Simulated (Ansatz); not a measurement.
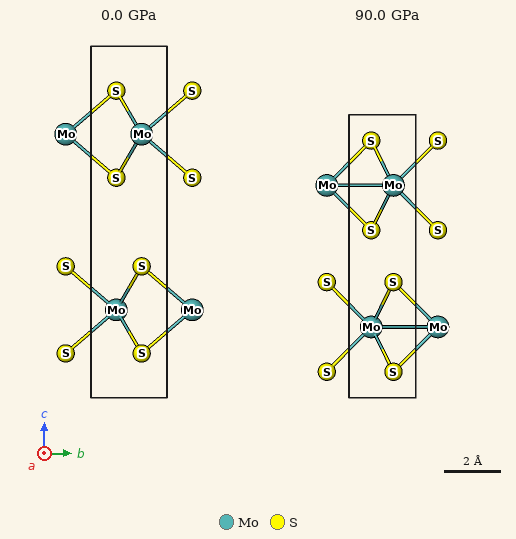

A crystal of MoS₂ (set up in P6_3/mmc), relaxed (cell and atoms) at several target pressures. The picture shows the first and the last member. A ball-and-stick model of the cell of the calculation, seen along the a axis.

Computed with Ansatz 0.2.0: DFT PBEsol, scalar-relativistic, plane waves, PAW. (plane-wave cutoff 420 eV; k-point mesh 12 × 12 × 2 at 0.0 to 4.0, 12 × 12 × 4 at 12.0 to 90.0 GPa; occupations gaussian; smearing width 0.1 eV; no spin polarisation; cell and atoms relaxed; force threshold 0.008 eV/Å)

```csv
pressure (GPa),volume (Å³/atom),a (Å),c (Å)
0.0,17.926,3.141,12.585
1.0,?,?,?
4.0,16.393,3.110,11.746
12.0,15.144,3.055,11.240
25.0,13.953,2.985,10.849
50.0,12.509,2.880,10.447
90.0,11.133,2.758,10.139
```

Estimate the missing row from the others, and compare with the calculation.

Murnaghan's form V = V₀(1 + B′P/B₀)^(−1/B′), with V₀ = 17.926 Å³ from the row at zero pressure, fits the other rows with B₀ = 43.3 GPa and B′ = 5.39 (largest miss 0.238 Å³). At 1.0 GPa it gives 17.926 × (1 + 5.39 × 1.0/43.3)^(−1/5.39) = 17.540 Å³ per atom. One smooth curve fits the rows poorly, so the structure changes its way of compressing along the series. The calculation gives 17.307 Å³/atom (a = 3.133 Å, c = 12.217 Å). The estimate is 0.233 Å³/atom too high. From the first member to the last: S–S 3.656 → 2.448 Å, S–S 3.141 → 2.758 Å, Mo–Mo 3.141 → 2.758 Å.

The whole series:

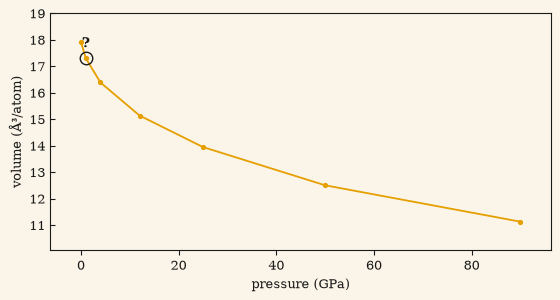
